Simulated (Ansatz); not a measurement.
# Two runs on Ga₄AsP₃

System: Ga₄AsP₃ (P-43m, 8 atoms in the cell).
Method of run A: DFT PBE, scalar-relativistic, plane waves, PAW, no spin polarisation (Ansatz 0.2.0).

The structure was made by a generator, so it may or may not be a known phase. Text and figures count atoms from 1; the logs count them from 0 in places.

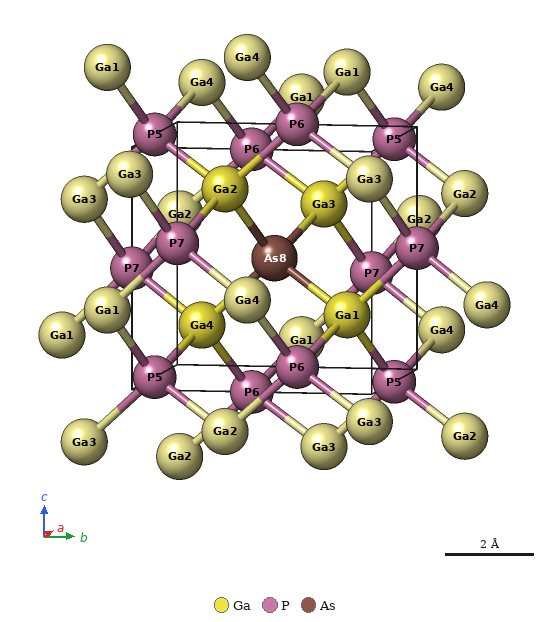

**Figure 1.** The input geometry (ball-and-stick view of the cell of the calculation, seen at an oblique angle; neighbours outside the cell are drawn fainter; atoms are numbered from 1 in the order of the input). An atom can appear more than once, as a periodic image. Near neighbours in the periodic cell (some may lie outside the picture): Ga has 1 As at 2.45 Å and 3 P at 2.40 Å; P has 4 Ga at 2.40 Å; As has 4 Ga at 2.45 Å.

## The input, run A
```yaml
crystal:
  lattice:
    - [5.5637786, 0.0, 0.0]
    - [0.0, 5.5637786, 0.0]
    - [0.0, 0.0, 5.5637786]
  atoms:
    - { symbol: Ga, position: [0.754503, 0.754503, 0.245497] }
    - { symbol: Ga, position: [0.754503, 0.245497, 0.754503] }
    - { symbol: Ga, position: [0.245497, 0.754503, 0.754503] }
    - { symbol: Ga, position: [0.245497, 0.245497, 0.245497] }
    - { symbol: P, position: [0.5, 0.0, 0.0] }
    - { symbol: P, position: [0.0, 0.5, 0.0] }
    - { symbol: P, position: [0.0, 0.0, 0.5] }
    - { symbol: As, position: [0.5, 0.5, 0.5] }
basis:
  ecutwfc: 420
kpoints:
  mp_grid: { grid: [6, 6, 6] }
hamiltonian:
  xc: pbe
scf:
  occupations: { method: gaussian, width: 0.02 }
output:
  forces: false
  stress: false
  eigenvalues: true
  eigenstates:
    kpoints:
      - [0.0, 0.0, 0.0]
      - [0.017710057, 0.0, 0.0]
      - [-0.017710057, 0.0, 0.0]
      - [0.0, 0.017710057, 0.0]
      - [0.0, -0.017710057, 0.0]
      - [0.0, 0.0, 0.017710057]
      - [0.0, 0.0, -0.017710057]
      - [0.012522902, 0.012522902, 0.0]
      - [-0.012522902, -0.012522902, 0.0]
      - [0.012522902, 0.0, 0.012522902]
      - [-0.012522902, 0.0, -0.012522902]
      - [0.0, 0.012522902, 0.012522902]
      - [0.0, -0.012522902, -0.012522902]
      - [0.010224906, 0.010224906, 0.010224906]
      - [-0.010224906, -0.010224906, -0.010224906]
      - [0.0, 0.0, 0.0]
      - [0.017710057, 0.0, 0.0]
      - [-0.017710057, 0.0, 0.0]
      - [0.0, 0.017710057, 0.0]
      - [0.0, -0.017710057, 0.0]
      - [0.0, 0.0, 0.017710057]
      - [0.0, 0.0, -0.017710057]
      - [0.012522902, 0.012522902, 0.0]
      - [-0.012522902, -0.012522902, 0.0]
      - [0.012522902, 0.0, 0.012522902]
      - [-0.012522902, 0.0, -0.012522902]
      - [0.0, 0.012522902, 0.012522902]
      - [0.0, -0.012522902, -0.012522902]
      - [0.010224906, 0.010224906, 0.010224906]
      - [-0.010224906, -0.010224906, -0.010224906]
    e_range: [-2.660954, 2.660954]
checkpoint:
  read: start.run
  write: ck
  compress: false
  write_wavefunctions: false
  write_every: 100000
```

Launched with:
```bash
ansatz run input.yaml --threads 4 --pin off --max-ram 8192MiB --backend cpu --events-out ev --progress --plain --runs-dir out
```

Hardware: 4 threads of Arm Neoverse V1, 24 GiB of memory available, shared host.

## Output, shortened to warnings, some set-up lines, iterations and results (run A)
```
Warning: checkpoint.read: basis.xc_grid differs: saved 2, current 1 (points along each axis for each point of the dense box; where the key is left out runs that use forces, runs that use the stress, dielectric runs by a finite field, finite-displacement phonons, runs of phonons.displacement_patterns under a GGA or a meta-GGA, phonons by method: dfpt, dielectric runs by the response, runs on …
Basis set: ecut = 420 eV, 3407 PW (Γ)
Symmetry: 24 space group operations
k-points: 20 of 216 (time reversal used)
Initial density: read from a saved state, or passed on in memory by an earlier SCF of this step, an earlier step, the calling program or the single point that the run made first
[...]
SCF iter   1: F=—  HF=-22258.483283 eV  |F-HF|=—  |Δ(HF+E_count)|=         —  Δρ=3.71e-6  dr2=2.57e-8  ethr=5.89e-7  ⟨swp⟩=3.2  Hψ=6517  notcnv=0
SCF iter   2: F=—  HF=-22258.483284 eV  |F-HF|=—  |Δ(HF+E_count)|=   1.04e-6  Δρ=2.89e-6  dr2=1.01e-8  ethr=3.13e-11  ⟨swp⟩=7.3  Hψ=3979  notcnv=0
SCF iter   3: F=-22258.483284 eV  HF=-22258.483284 eV  |F-HF|=9.04e-9  |Δ(HF+E_count)|=   1.41e-8  Δρ=1.37e-6  dr2=3.02e-9  ethr=1.23e-11  ⟨swp⟩=1.1  Hψ=2746  notcnv=0
SCF 1 converged in 3 iterations: F = -22258.483284 eV  dr2 = 3.02e-9
NSCF: frozen V_eff on 30 k-points
SCF converged after 3 iterations
Free energy (F): -22258.483284 eV
Harris-Foulkes:  -22258.483284 eV  (|F-HF|=9.04e-9)
Internal energy: -22258.483284 eV  (E = F + TS)
E sigma→0 (E₀):  -22258.483284 eV
Fermi energy:    7.553826 eV
--- Per-component energies (eV) ---
  E_band       = -519.135081
  E_kinetic    = 774.215315
  E_local      = -10927.498540  (includes V_loc(G=0)·N_el)
  E_nonlocal   = 1130.643606
  E_hartree    = 5216.686397
  E_xc         = -538.700220
  E_vxc        = -491.793586  (∫ρ·V_xc dr)
  E_paw        = -11500.150439  (= ΣΔE_a)
  E_vpaw       = -1438.074871  (= ΣTr[D̂ρ^β])
  E_aug_tail   = -0.000433  (compensation charges beyond the density's cutoff)
  E_ewald      = -6413.678970
  E_smearing   = -0.000000  (= −TS)
  E_closure    = 0.000000  (closes the sum)
  Σ components = -22258.483284   (vs F -22258.483284, Δ=0.00e0)
```

For run B the input was changed thus:
```diff
-  ecutwfc: 420
+  ecutwfc: 500
-  xc: pbe
+  xc: r2scan
-    e_range: [-2.660954, 2.660954]
+    e_range: [-3.066141, 3.066141]
```

What does this change do to the results?

The total energies belong to different methods, so their difference says nothing on which is more stable or more accurate. The gap on the mesh goes from 1.16 to 1.57 eV. The functional changes from PBE to r2SCAN. The plane waves at Γ go from 3407 to 4385. On the same kind of shared host run B took about 2 times as long.

## Output, shortened to warnings, some set-up lines, iterations and results (run B)
```
Basis set: ecut = 500 eV, 4385 PW (Γ), exchange–correlation on 180×180×180 points (64 copies of the dense FFT grid, shifted against one another)
Symmetry: 24 space group operations
k-points: 20 of 216 (time reversal used)
Initial density: read from a saved state, or passed on in memory by an earlier SCF of this step, an earlier step, the calling program or the single point that the run made first
[...]
SCF iter   1: F=—  HF=-22307.117053 eV  |F-HF|=—  |Δ(HF+E_count)|=         —  Δρ=3.02e-6  dr2=1.04e-8  dr2_τ=2.98e-10  ethr=6.75e-7  ⟨swp⟩=3.1  Hψ=6500  notcnv=0
SCF iter   2: F=—  HF=-22307.117034 eV  |F-HF|=—  |Δ(HF+E_count)|=   1.89e-5  Δρ=2.82e-6  dr2=8.31e-9  dr2_τ=4.89e-10  ethr=1.26e-11  ⟨swp⟩=7.7  Hψ=4304  notcnv=0
SCF iter   3: F=-22307.117034 eV  HF=-22307.117034 eV  |F-HF|=1.26e-9  |Δ(HF+E_count)|=   4.81e-9  Δρ=1.52e-6  dr2=3.03e-9  dr2_τ=1.33e-10  ethr=1.01e-11  ⟨swp⟩=1.0  Hψ=2480  …
SCF 1 converged in 3 iterations: F = -22307.117034 eV  dr2 = 3.03e-9
NSCF: frozen V_eff on 30 k-points
SCF converged after 3 iterations
Free energy (F): -22307.117034 eV
Harris-Foulkes:  -22307.117034 eV  (|F-HF|=1.26e-9)
Internal energy: -22307.117034 eV  (E = F + TS)
E sigma→0 (E₀):  -22307.117034 eV
Fermi energy:    7.553612 eV
--- Per-component energies (eV) ---
  E_band       = -566.250360
  E_kinetic    = 770.703219
  E_local      = -10938.048692  (includes V_loc(G=0)·N_el)
  E_nonlocal   = 1138.473195
  E_hartree    = 5229.497316
  E_xc         = -497.302675
  E_vxc        = -515.253242  (∫ρ·V_xc dr)
  E_paw        = -11592.418056  (= ΣΔE_a)
  E_vpaw       = -1506.569801  (= ΣTr[D̂ρ^β])
  E_aug_tail   = -0.000158  (compensation charges beyond the density's cutoff)
  E_vtau       = 25.454953  (kinetic-family band-sum trace: ∫τ·v_τ [+ j·A + Jᵃ·Aᵃ] dr)
  E_ewald      = -6413.678970
  E_core_change = -4.342214  (= ΣΔE_core)
  E_smearing   = -0.000000  (= −TS)
  E_closure    = -0.000000  (closes the sum)
  Σ components = -22307.117034   (vs F -22307.117034, Δ=0.00e0)
```

## The two runs side by side

| quantity | run A | run B |
| --- | --- | --- |
| outcome | converged | converged |
| free energy per atom (eV) | −2782.3104 | −2788.3896 |
| gap on the mesh (eV) | 1.16 | 1.57 |
| irreducible k-points | 20 | 20 |
| plane waves at Γ | 3407 | 4385 |
| wall time (shared host) | 11 s | 22 s |
